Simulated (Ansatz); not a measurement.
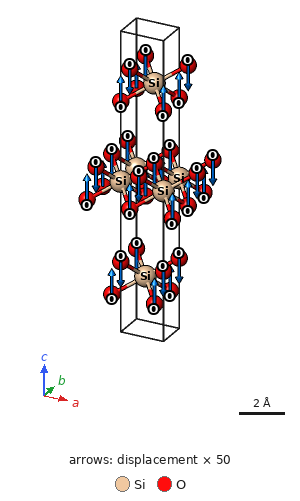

A relaxation of crystalline SiO₂ (a generated structure, set up in R-3m). The starting structure is drawn; blue arrows show the displacements (the part carried along by the change of the cell is left out), 50 times their true length.

A ball-and-stick model of the conventional cell (3 times the calculation's cell), seen from a free direction. Lengths and directions refer to the drawn axes.

Theory: DFT PBE+D3(BJ), scalar-relativistic, plane waves, PAW in Ansatz. Settings: plane-wave cutoff 420 eV; k-point mesh 12 × 12 × 12; occupations gaussian; smearing width 0.02 eV; no spin polarisation; cell relaxed at fixed volume; force threshold 0.01 eV/Å; at most 30 steps.

Q: Atoms of which element are displaced furthest, and by how much?

A: Oxygen: up to 0.024 Å, against 0.000 Å for silicon.

Q: Describe the change and its energy.

A: Over 4 accepted moves (6 points after the start) the energy falls by 5.0 meV per atom. The largest force component goes from 0.42 to 0.006 eV/Å. Pressure: −6.37 GPa at the start and −0.92 GPa at the end. At 2 points the geometry stayed and the basis and grid were re-selected for the new cell (energy shift of 0.2 meV per atom at most each time). The largest moves relative to the cell, 0.024 Å, are those of O atoms. Si stays in place. The drawn cell changes at constant volume: a = b 2.714 → 2.691 Å (−0.9 %), c 13.850 → 14.091 Å (+1.7 %). Among the contacts that change: O–Si 1.819 → 1.803 Å. The space group stays R-3m (No. 166). Cost: 21 s on 1 thread of AMD EPYC 7R43 64-Core Processor (Zen 3) (shared host), peak memory 0.43 GiB.
